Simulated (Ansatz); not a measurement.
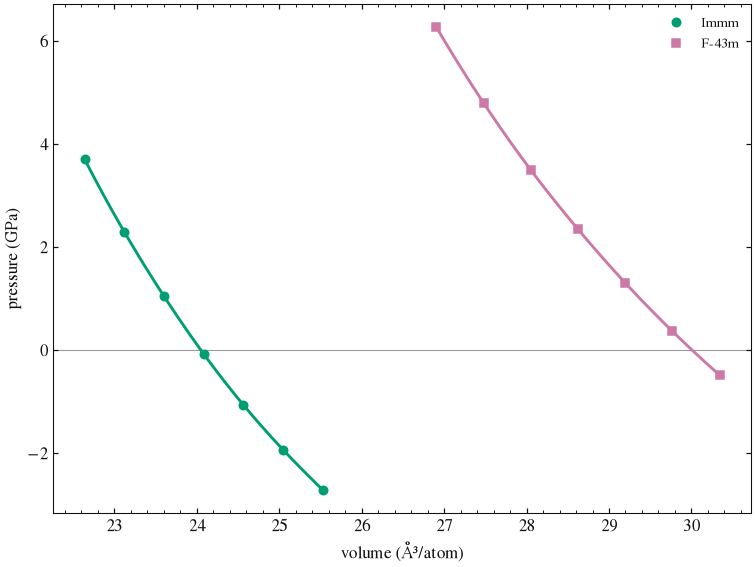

The picture above shows the pressure against volume, with one curve for each structure, for GaSb.

Calculation (Ansatz 0.2.0): all-electron LAPW DFT, no spin polarisation; energies at scaled volumes of the given cell, shape and fractions fixed, counted from the fit's minimum, third-order Birch-Murnaghan fit. Level: PBE.

occupations Fermi–Dirac; smearing width 0.05 eV; potentials all electron LAPW, scalar relativistic.

Settings that differ: Immm: k mesh 10×10×10; F-43m: k mesh 8×8×8.

> Order the curves by fitted equilibrium volume, smallest first.

Immm 24.048, F-43m 30.008 Å³/atom.

> Order the curves by fitted bulk modulus, smallest first.

F-43m 44.3, Immm 52.8 GPa.

> For Immm: read off the course of the pressure.

It falls from 3.70 GPa at volume 22.64 Å³/atom to −2.72 GPa at 25.53 Å³/atom, and changes sign near 24.05 Å³/atom.

Note: shape and atomic fractions are frozen while scaling, which makes layered, chain and framework solids too stiff.
